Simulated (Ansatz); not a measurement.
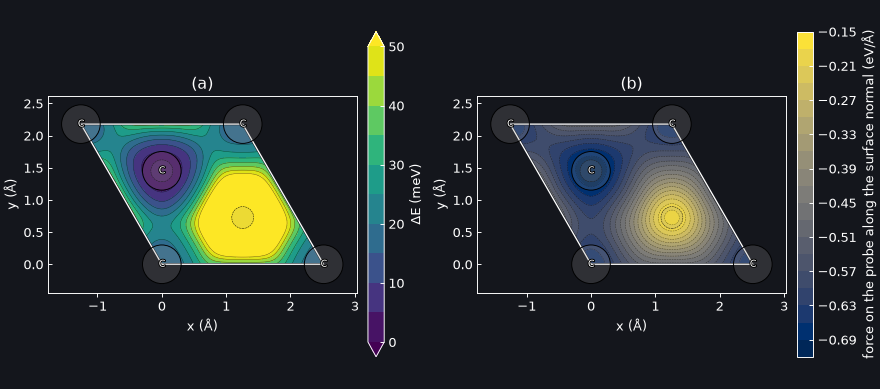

Si on a C(111) slab cut from the Fd-3m phase, its upper half relaxed before the scan (24 atoms of substrate and one adsorbate in a 2 × 2 cell). Si is moved over the surface cell at a fixed height above a rigid substrate; the origin of the map has the adsorbate above C21; the height is held at 2.80 Å. Places are given modulo a cell vector. The map is drawn in real space over the plane of the surface. Grid: 6 × 6 points; 10 points were computed and 26 follow by symmetry. Places are given in fractions of the 1 × 1 surface cell. All energies are given in meV relative to the lowest grid point. At a fixed height the lowest place need not be the adsorption site. These are results of Ansatz, DFT PBE+D3(BJ), scalar-relativistic, plane waves, PAW, not measurements. Settings: cutoff 420 eV, k-mesh 6×6×1, gaussian smearing 0.05 eV, spin-polarised.

Panel (a) is the energy and panel (b) the computed force on the probe along the surface normal on the same grid.

Drawn: filled contours, labelled circles for the atoms of the top layer and small ones for the second layer, the outline of one cell of the plane, one colour for all values above the top of the scale. Between grid points the surface is interpolated.

How does the force on the probe along the surface normal vary over the map, and what is it at the lowest grid point?

Answer. It runs from −0.72 eV/Å at the top site over a surface C atom, (2/6, 4/6) of the cell vectors to −0.17 eV/Å at a sixfold hollow over a second-layer C atom, (4/6, 2/6) of the cell vectors. At the lowest grid point, the top site over a surface C atom, (2/6, 4/6) of the cell vectors, it is −0.72 eV/Å.

PAW datasets: the set soft_1.
